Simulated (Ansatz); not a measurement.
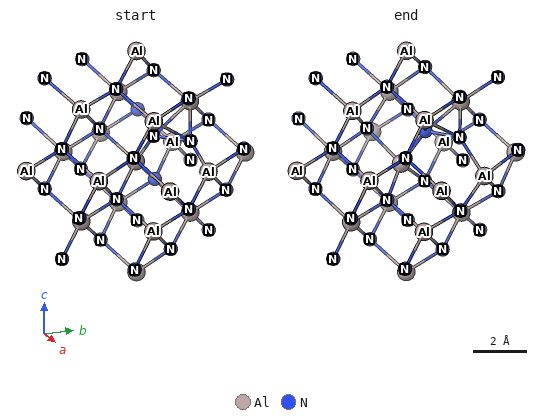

The structure of a defect cell of composition Al32N33 (cell charge −1) before (left) and after (right) a relaxation, at one scale.

The picture is a ball-and-stick view of the atoms within 5.0 Å of the atom that moves most (axes of the cell of the calculation (origin shifted)), seen slightly off an axis.

The atoms of the start lie slightly off their symmetric places, so part of the fall in energy undoes that.

The calculation used DFT, PBEsol, PAW, plane waves in Ansatz. Settings: plane-wave cutoff 420 eV; k-point mesh 1 × 1 × 1; mesh shifted by (0.25, 0.25, 0.25); no spin polarisation; atoms relaxed in a fixed cell; force threshold 0.03 eV/Å; at most 80 steps.

### Describe what moved and what it gained.

The largest move is that of an Al atom, 0.27 Å along [−3 −3 −2]. By element the largest moves are Al 0.27 Å, N 0.21 Å. The lattice vectors keep their values. Near-neighbour distances that change, for instance: Al–N 1.337 → 1.764 Å, Al–N 1.353 → 1.752 Å, Al–N 2.064 → 1.900 Å, Al–N 2.023 → 1.900 Å. Bond angles that change, for instance: N–Al–N 119.1° → 111.2°, Al–N–Al 97.1° → 104.2°, N–Al–N 109.4° → 116.2°. Over 5 geometry steps the energy falls by 10.951 eV per cell of the calculation. The largest force component goes from 26 to 0.025 eV/Å.

Limits of the set-up: the cell is charged, on a uniform background, and energies carry no finite-size correction.
